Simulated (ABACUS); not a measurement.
Run report: Al, band-structure run (part 2 of 2)

Continued. System: Al (Fm-3m, 1 atom in the cell). Method: Kohn-Sham DFT of a periodic cell, rSCAN, SG15 ONCV 1.2 PBE, no spin polarisation (ABACUS 3.10.1); cutoff 938.79 eV, 7×7×7 k-mesh, fermi-dirac of 0.05 eV. The structure derives from an entry of the Crystallography Open Database.

Geometry of the input (Å; fractional positions):
```
0.0000  2.0248  2.0248
2.0248  0.0000  2.0248
2.0248  2.0248  0.0000
Al 0.0000  0.0000  0.0000
```

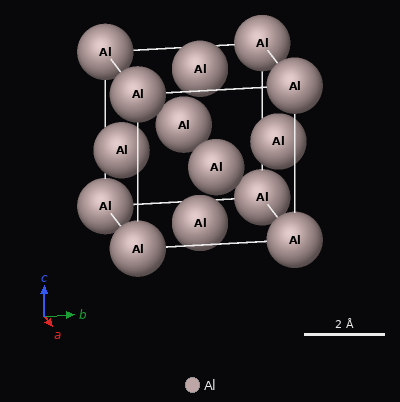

Figure 1. The input geometry (spheres-only view of the cell 4 times as large as that of the calculation, set on its symmetry axes, seen slightly off an axis).

Output, continued
```
----------------------------------------------------------
 E_KohnSham     -138.5157973767      -1884.6041073361
 E_Harris       -138.9558483806      -1890.5913084007
 E_Fermi        0.8247081963         11.2207306567
----------------------------------------------------------

 PW ALGORITHM --------------- ION=   1  ELEC=   3--------------------------------

 Density error is 0.000424271894963
                          Error Threshold = 3.32685130322e-05
----------------------------------------------------------
     Energy           Rydberg                 eV
----------------------------------------------------------
 E_KohnSham     -138.5175788347      -1884.6283453166
 E_Harris       -138.3182037590      -1881.9157082480
 E_Fermi        0.8101263032         11.0223338236
----------------------------------------------------------

 PW ALGORITHM --------------- ION=   1  ELEC=   4--------------------------------

 Density error is 8.9867537856e-05
                          Error Threshold = 3.85701722694e-06
----------------------------------------------------------
     Energy           Rydberg                 eV
----------------------------------------------------------
 E_KohnSham     -138.5181357317      -1884.6359222888
 E_Harris       -138.5977679836      -1885.7193746588
 E_Fermi        0.8142923205         11.0790153959
----------------------------------------------------------

 PW ALGORITHM --------------- ION=   1  ELEC=   5--------------------------------

 Density error is 2.06802004528e-06
                          Error Threshold = 8.16977616873e-07
----------------------------------------------------------
     Energy           Rydberg                 eV
----------------------------------------------------------
 E_KohnSham     -138.5181743294      -1884.6364474378
 E_Harris       -138.5047231900      -1884.4534352968
 E_Fermi        0.8123900638         11.0531338659
----------------------------------------------------------

 PW ALGORITHM --------------- ION=   1  ELEC=   6--------------------------------

 Density error is 4.50746609339e-09
                          Error Threshold = 1.88001822298e-08
----------------------------------------------------------
     Energy           Rydberg                 eV
----------------------------------------------------------
 E_KohnSham     -138.5181748922      -1884.6364550950
 E_KS(sigma->0) -138.5180629951      -1884.6349326561
 E_Harris       -138.5181369758      -1884.6359392151
 E_band         -37.2555061962       -506.8871661426
 E_one_elec     -84.7912169176       -1153.6436904327
 E_Hartree      34.5258894953        469.7488256541
 E_xc           -15.7590384906       -214.4127184728
 E_Ewald        -72.4935851851       -986.3258269659
 E_entropy(-TS) -0.0002237943        -0.0030448777
 E_descf        0.0000000000         0.0000000000
 E_exx          0.0000000000         0.0000000000
 E_Fermi        0.8126253523         11.0563351304
----------------------------------------------------------

 charge density convergence is achieved
 final etot is -1884.6364551 eV
 EFERMI = 11.05633513 eV

 STATE ENERGY(eV) AND OCCUPATIONS    NSPIN == 1
 1/5 kpoint (Cartesian) = 0.0000 0.0000 0.0000 (1067 pws)
       1       -96.1978     0.00583090
       2       -55.5212     0.00583090
       3       -55.5212     0.00583090
       4       -55.5212     0.00583090
       5      -0.866645     0.00583090
       6        24.2288        0.00000
       7        24.2288        0.00000
       8        24.2288        0.00000
       9        26.2767        0.00000
      10        26.2767        0.00000
      11        26.2767        0.00000
      12        28.1094        0.00000
      13        31.5494        0.00000
      14        31.5494        0.00000
      15        34.7434        0.00000
      16        36.9998        0.00000

 2/5 kpoint (Cartesian) = 0.035277 0.035277 0.035277 (1073 pws)
       1       -96.1973      0.0466472
       2       -55.5257      0.0466472
       3       -55.5219      0.0466472
       4       -55.5219      0.0466472
       5      -0.278336      0.0466472
       6        18.9986    4.82503e-71
       7        23.2141        0.00000
       8        23.2141        0.00000
       9        26.5597        0.00000
      10        28.1060        0.00000
      11        28.1060        0.00000
      12        29.3241        0.00000
      13        29.3241        0.00000
      14        32.6122        0.00000
      15        33.0130        0.00000
      16        39.7990        0.00000

 3/5 kpoint (Cartesian) = 0.070554 0.070554 0.070554 (1083 pws)
       1       -96.1962      0.0466472
       2       -55.5359      0.0466472
       3       -55.5235      0.0466472
       4       -55.5235      0.0466472
       5        1.47181      0.0466472
       6        13.2205    7.43107e-21
       7        22.4859        0.00000
       8        22.4859        0.00000
       9        26.0301        0.00000
      10        26.0301        0.00000
      11        26.1144        0.00000
      12        30.2134        0.00000
      13        32.0443        0.00000
      14        32.0443        0.00000
      15        38.3432        0.00000
      16        46.3029        0.00000

 4/5 kpoint (Cartesian) = 0.10583 0.10583 0.10583 (1089 pws)
       1       -96.1953      0.0466472
       2       -55.5441      0.0466472
       3       -55.5247      0.0466472
       4       -55.5247      0.0466472
       5        4.34071      0.0466472
       6        8.29521      0.0466472
       7        22.6727        0.00000
       8        22.6727        0.00000
       9        23.8974        0.00000
      10        23.8974        0.00000
      11        26.4523        0.00000
      12        27.9114        0.00000
      13        36.2073        0.00000
      14        36.2073        0.00000
      15        43.5592        0.00000
      16        44.8673        0.00000

 5/5 kpoint (Cartesian) = 0.0000 0.0000 0.070554 (1070 pws)
       1       -96.1971      0.0349854
       2       -55.5256      0.0349854
       3       -55.5230      0.0349854
       4       -55.5230      0.0349854
       5     -0.0827741      0.0349854
       6        21.0969        0.00000
       7        21.1104        0.00000
       8        21.1104        0.00000
       9        24.6742        0.00000
      10        25.5168        0.00000
      11        30.5234        0.00000
      12        30.5234        0.00000
      13        32.2707        0.00000
      14        32.8038        0.00000
      15        36.2398        0.00000
      16        37.8895        0.00000

------------------------------------------------------------------------------------------
 TOTAL-FORCE (eV/Angstrom)
------------------------------------------------------------------------------------------
                       Al1         0.0000000000         0.0000000000         0.0000000000
------------------------------------------------------------------------------------------

----------------------------------------------------------------
 TOTAL-STRESS (KBAR)
----------------------------------------------------------------
       -57.1986857784         0.0000000000         0.0000000000
         0.0000000000       -57.1986857784         0.0000000000
         0.0000000000        -0.0000000000       -57.1986857784
----------------------------------------------------------------
 TOTAL-PRESSURE: -57.198686 KBAR

 --------------------------------------------
 !FINAL_ETOT_IS -1884.6364550949544991 eV
 --------------------------------------------
```

Standard output
```
ABACUS v3.10.1

               Atomic-orbital Based Ab-initio Computation at UStc

 dft_functional readin is: MGGA_X_RSCAN+MGGA_C_RSCAN
 dft_functional in pseudopot file is: PBE
 Please make sure this is what you need

%%%%%%%%%%%%%%%%%%%%%%%%%%%%%%%%%%%%%%%%%%%%%%%%%%%%%%%%%%%%%%%%%%%%%%%%%%%%%%%%%%%%%%%%%%%%%%%%%%%%%%%%%
 Warning: the number of valence electrons in pseudopotential > 3 for Al: [Ne] 3s2 3p1
 Pseudopotentials with additional electrons can yield (more) accurate outcomes, but may be less efficient.
 If you're confident that your chosen pseudopotential is appropriate, you can safely ignore this warning.
%%%%%%%%%%%%%%%%%%%%%%%%%%%%%%%%%%%%%%%%%%%%%%%%%%%%%%%%%%%%%%%%%%%%%%%%%%%%%%%%%%%%%%%%%%%%%%%%%%%%%%%%%

 UNIFORM GRID DIM        : 30 * 30 * 30
 UNIFORM GRID DIM(BIG)   : 30 * 30 * 30
func,idMGGA_X_RSCAN 493
func,idMGGA_C_RSCAN 494
 ---------------------------------------------------------
 Self-consistent calculations for electrons
 ---------------------------------------------------------
 SPIN    KPOINTS         PROCESSORS  THREADS
 1       20              4           4
 ---------------------------------------------------------
 Use plane wave basis
 ---------------------------------------------------------
 ELEMENT NATOM       XC
 Al      1
 ---------------------------------------------------------
 Initial plane wave basis and FFT box
 ---------------------------------------------------------
 -------------------------------------------
 SELF-CONSISTENT :
 -------------------------------------------
 START CHARGE      : atomic
 ITER       ETOT/eV          EDIFF/eV         DRHO         DKIN     TIME/s
 DA1     -1.88428603e+03   0.00000000e+00   1.1733e-02   7.7442e-01   2.88
 DA2     -1.88460411e+03  -3.18074472e-01   3.6595e-03   1.8315e-01   1.01
 DA3     -1.88462835e+03  -2.42379806e-02   4.2427e-04   9.6055e-02   0.98
 DA4     -1.88463592e+03  -7.57697221e-03   8.9868e-05   1.5549e-02   1.07
 DA5     -1.88463645e+03  -5.25148954e-04   2.0680e-06   9.1501e-04   1.08
 DA6     -1.88463646e+03  -7.65717330e-06   4.5075e-09   5.3550e-04   1.06
----------------------------------------------------------------
 TOTAL-STRESS (KBAR)
----------------------------------------------------------------
       -57.1986857784         0.0000000000         0.0000000000
         0.0000000000       -57.1986857784         0.0000000000
         0.0000000000        -0.0000000000       -57.1986857784
----------------------------------------------------------------
 TOTAL-PRESSURE: -57.198686 KBAR
```

Results in brief

```json
{"quantity": "outcome", "value": "converged"}
{"quantity": "space group (tolerance 0.01 Å)", "value": "Fm-3m (225)"}
{"quantity": "electrons treated", "value": "11"}
{"quantity": "free energy", "value": "−1884.6365 eV"}
{"quantity": "Fermi energy of the self-consistent step", "value": "11.056 eV"}
{"quantity": "gap on the k-point mesh", "value": "none (metallic)"}
{"quantity": "pressure", "value": "−5.72 GPa"}
{"quantity": "largest force (length of the vector)", "value": "under 0.001 eV/Å"}
{"quantity": "wall time", "value": "8.9 s (CPU time 35 s)"}
{"quantity": "peak memory", "value": "0.24 GiB"}
```

The cell is under a tension of 5.7 GPa at this level, so it is not at its equilibrium volume.
